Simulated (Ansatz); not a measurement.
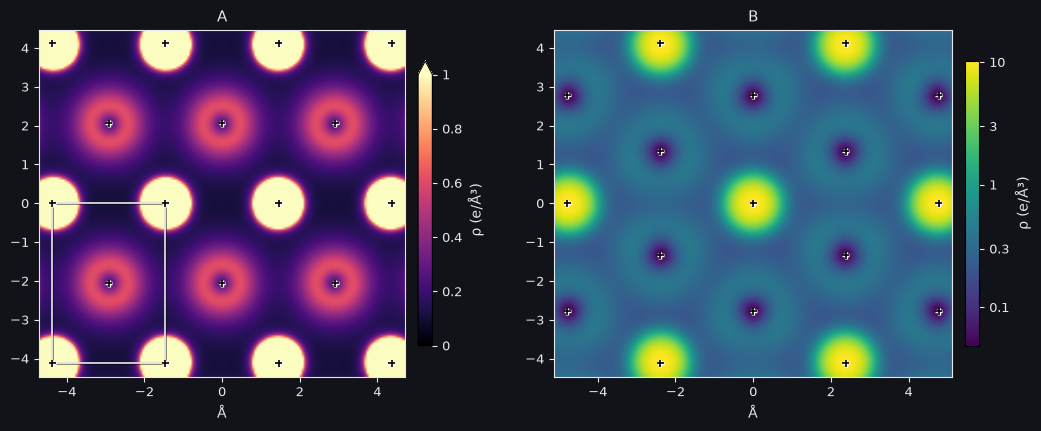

The valence charge density (pseudo) of 2 systems, each on a plane through atoms (crosses mark nuclei in the plane).

All numbers below come from Kohn-Sham DFT of a periodic cell, PBE, Ansatz PAW in Ansatz 0.2.0.

System 1: TiSi₂, the (001) plane of the conventional cell. Space group Fddd; a structure from a database of computed crystals, not necessarily the ambient phase; computed pressure about 2 GPa in this cell.

System 2: MgB, the (011) plane of the conventional cell. Space group Pm-3m; a generated structure, not necessarily the stable one.

```
Mg B
1.0
     2.91432    0.00000    0.00000
     0.00000    2.91432    0.00000
     0.00000    0.00000    2.91432
Mg B
1 1
Direct
  0.00000 0.00000 0.00000
  0.50000 0.50000 0.50000
```

### Match each panel to its system.

Panel A is system 2, MgB: the plane holds Mg and B. Mg–B (2.52 Å): ρ at the midpoint is about 0.2 e/Å³. Panel B is system 1, TiSi₂: the plane holds Ti and Si. Ti–Si (2.74 Å): ρ at the midpoint is about 0.27 e/Å³.
